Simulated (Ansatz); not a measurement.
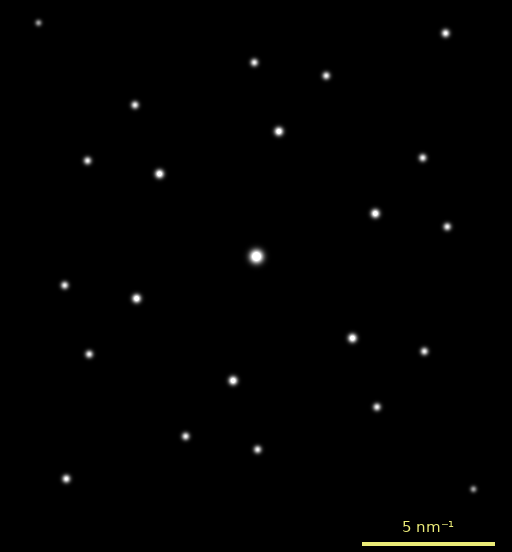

Simulated selected-area electron diffraction pattern (300 kV, kinematic approximation, thin crystal, B = 0.5 Å² for all atoms).

It belongs to Pt, space group Pm-3n (No. 223), a = 5.097 Å. Structure: coordinates from a relaxation with Ansatz 0.2.0, DFT, RPBE, plane waves (420 eV) with PAW, scalar-relativistic; the starting structure was generated, so it need not be a known form of this composition.

```
Pt
1.0
     5.09727    0.00000    0.00000
     0.00000    5.09727    0.00000
     0.00000    0.00000    5.09727
Pt
8
Direct
  0.00000 0.00000 0.00000
  0.50000 0.50000 0.50000
  0.25000 0.00000 0.50000
  0.75000 0.00000 0.50000
  0.50000 0.25000 0.00000
  0.50000 0.75000 0.00000
  0.00000 0.50000 0.25000
  0.00000 0.50000 0.75000
```

**Measure the pattern against the scale bar and name the zone.**

The spots form a hexagonal net with both shortest vectors at d = 3.60 Å, 60.0° apart. They index as -1 0 1 (itself too weak to see) and 0 -1 1 (itself too weak to see), so the zone axis is [111] (or an equivalent direction of <111>).
